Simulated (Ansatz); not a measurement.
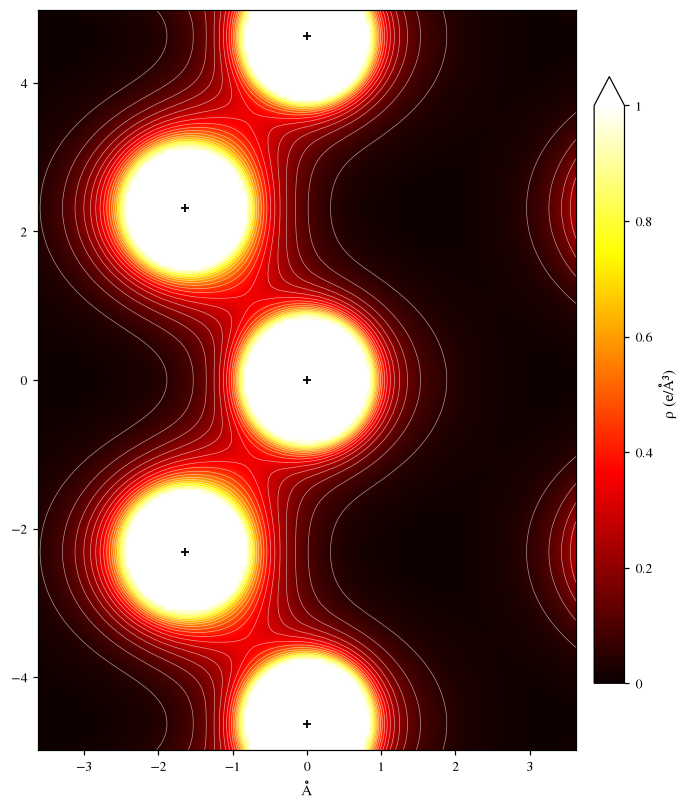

The valence electron density on a plane through atoms (crosses mark nuclei in the plane).

Level of theory: Ansatz 0.2.0, DFT PBE+D3(BJ), scalar-relativistic, plane waves, PAW.

Candidates:
A. SnSe2, a = 7.13 Å, b = 7.13 Å, c = 7.68 Å, α = 105.61°, β = 105.61°, γ = 114.88°. Space group P-3m1.
B. InSb, a = 6.55 Å, b = 6.55 Å, c = 6.55 Å, α = 90.00°, β = 90.00°, γ = 90.00°. Space group F-43m.
C. C, a = 2.47 Å, b = 2.47 Å, c = 10.05 Å, α = 90.00°, β = 90.00°, γ = 120.00°. Space group R-3m.

Which system is this?

Answer. Candidate B: InSb on the (110) plane of the conventional cell, which holds In and Sb. In–Sb (2.83 Å): the density is about 0.35 e/Å³ at the midpoint.
